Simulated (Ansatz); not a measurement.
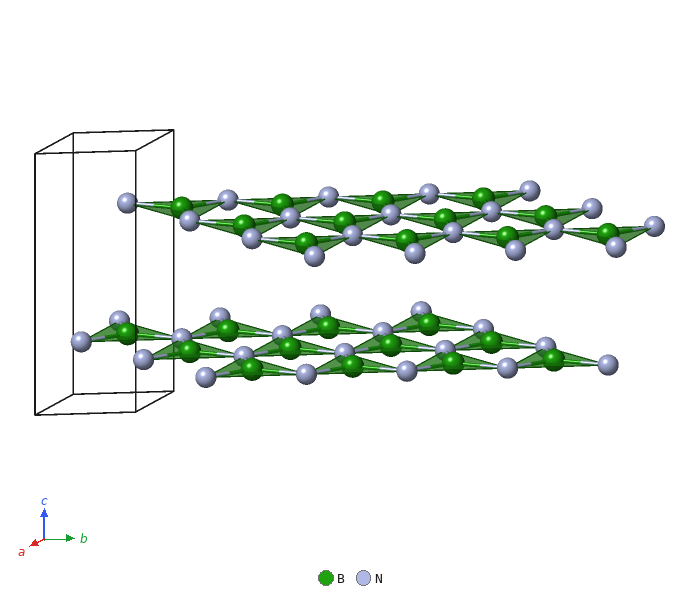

Polyhedra are drawn about B (bonds: B–N below 1.6 Å); other atoms are plain spheres.

BN (space group P6_3/mmc, No. 194). Coordinates: the geometry relaxed with DFT PBE+D3(BJ), scalar-relativistic, plane waves, PAW in Ansatz.

Sharing among the drawn polyhedra:

```
site    polyhedron  corner-sharing neighbours  edge-sharing  face-sharing  bond (Å)
   B  BN3 triangle                          6             0             0      1.45
```

They form layers of corner-sharing triangles parallel to (001).
